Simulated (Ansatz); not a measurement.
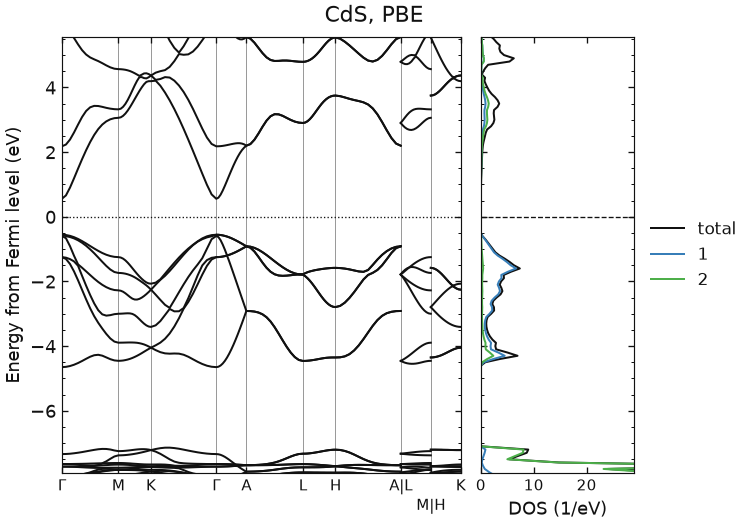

Band structure and density of states. Energies are counted from the Fermi level. The partial curves are projected on Löwdin-orthogonalised atomic shells; they sum to less than the total at higher energies, where shells without a projector contribute.

Structure: CdS, space group P6_3mc (No. 186), 4 atoms in the cell; a = 4.20 Å, b = 4.20 Å, c = 6.83 Å, α = 90.00°, β = 90.00°, γ = 120.00°.

Ansatz 0.2.0; DFT PBE, scalar-relativistic, plane waves, PAW, no spin polarisation, 6×6×4 k mesh, 420 eV cutoff, Gaussian smearing of 0.02 eV.

### The numbered curves are projections. Which is which? The candidates: Cd, S.

1 is S; 2 is Cd.

### Is there a gap? Give its size, its kind and where the band edges lie.

The bands leave a gap. The gap along this path is 1.11 eV and direct: both edges lie at Γ.
